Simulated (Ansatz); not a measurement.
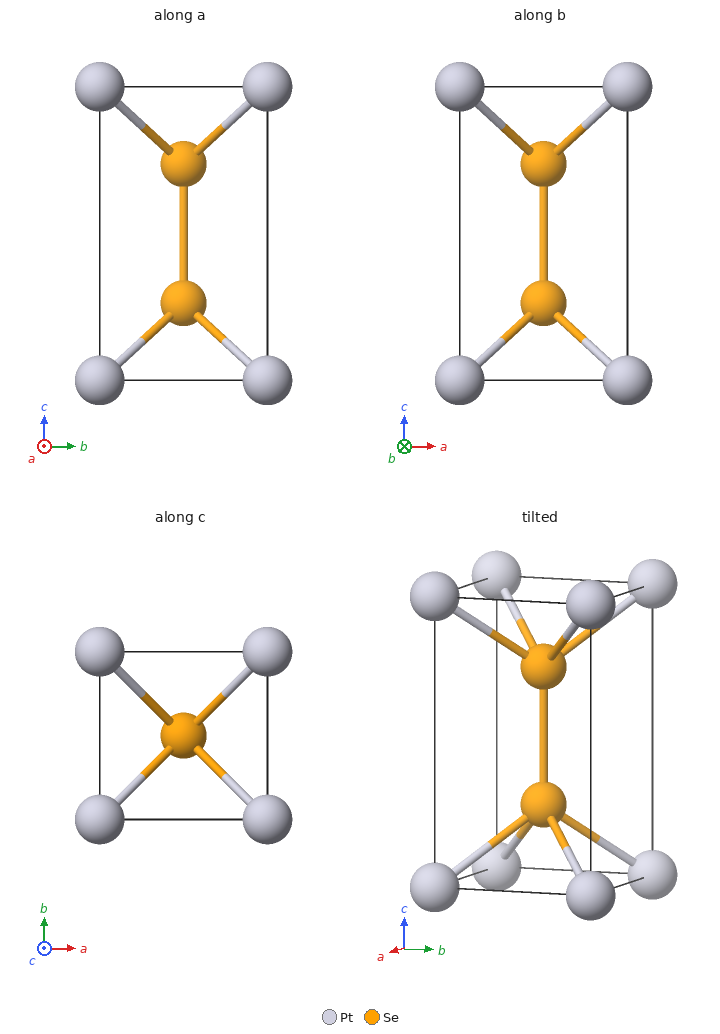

The figure gives a ball-and-stick picture of the atoms, viewed along the a axis, along the b axis, along the c axis and slightly off an axis. The edges of the conventional unit cell are marked.

Lattice parameters: a = 3.294 Å, b = 3.294 Å, c = 5.764 Å, α = 90.00°, β = 90.00°, γ = 90.00°. Put a along x and b in the xy plane.

> Put the structure into a POSCAR file, with free fractional coordinates to two decimals.

```
Pt Se
1.0
     3.294    0.000    0.000
     0.000    3.294    0.000
     0.000    0.000    5.764
Pt Se
1 2
Direct
  0.00 0.00 0.00
  0.50 0.50 0.26
  0.50 0.50 0.74
```

Source of the structure: a random cell made by a generator, so it need not be a real form of the compound. The final geometry of a relaxation with DFT PBE, scalar-relativistic, plane waves, PAW in Ansatz is shown.
